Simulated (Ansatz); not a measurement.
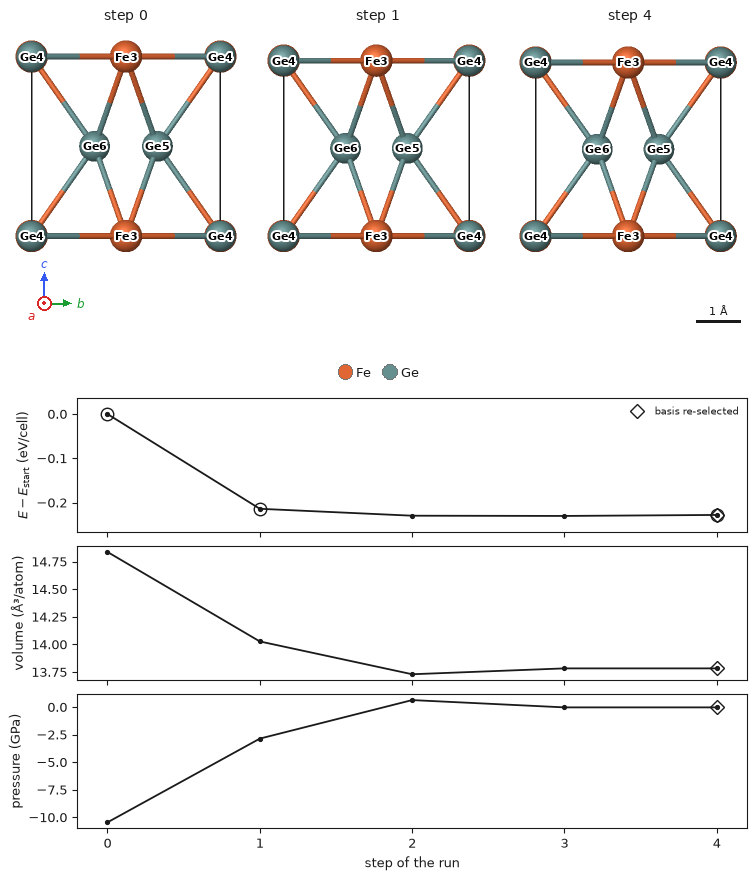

Frames of a relaxation of solid FeGe (set up in P6/mmm) (coarse preliminary run), marked on the history of the run. A ball-and-stick model of the cell of the calculation, seen along the a axis.

Computed with Ansatz 0.2.0, DFT PBEsol, scalar-relativistic, plane waves, PAW. Set-up: plane-wave cutoff 420 eV; k-point mesh 6 × 6 × 6; occupations gaussian; smearing width 0.1 eV; collinear spin; cell and atoms relaxed; force threshold 0.05 eV/Å; at most 80 steps.

What happens along the run?

The atoms keep their places relative to the cell (all moves are under 0.005 Å). The drawn cell changes as follows: a = b 4.998 → 4.899 Å (−2.0 %), c 4.116 → 3.980 Å (−3.3 %); the volume changes by −7.1 %. Some distances before and after: Fe–Ge 2.513 → 2.441 Å, Fe–Fe 2.499 → 2.449 Å, Fe–Ge 2.499 → 2.449 Å. The space group stays P6/mmm (No. 191). After 3 accepted moves (4 points after the start) the energy has fallen by 0.228 eV per cell of the calculation. All forces vanish by symmetry, so only the cell relaxes. Pressure: −10.45 GPa at the start and −0.03 GPa at the end. At 1 point the geometry stayed and the basis and grid were re-selected for the new cell (energy shift of 2.3 meV per cell of the calculation at most each time). From step 0 to 1: volume −5.5 %, energy −0.214 eV per cell of the calculation. From step 1 to 4: volume −1.7 %, energy −13.9 meV per cell of the calculation.

```json
{"step": "0", "E − E(0), meV/atom": "0.00", "pressure, GPa": "-10.45", "volume, Å³/atom": "14.837", "note": ""}
{"step": "1", "E − E(0), meV/atom": "-35.64", "pressure, GPa": "-2.86", "volume, Å³/atom": "14.027", "note": ""}
{"step": "2", "E − E(0), meV/atom": "-38.23", "pressure, GPa": "0.64", "volume, Å³/atom": "13.730", "note": ""}
{"step": "3", "E − E(0), meV/atom": "-38.33", "pressure, GPa": "-0.02", "volume, Å³/atom": "13.784", "note": ""}
{"step": "4", "E − E(0), meV/atom": "-37.95", "pressure, GPa": "-0.03", "volume, Å³/atom": "13.784", "note": "same geometry, new basis"}
```
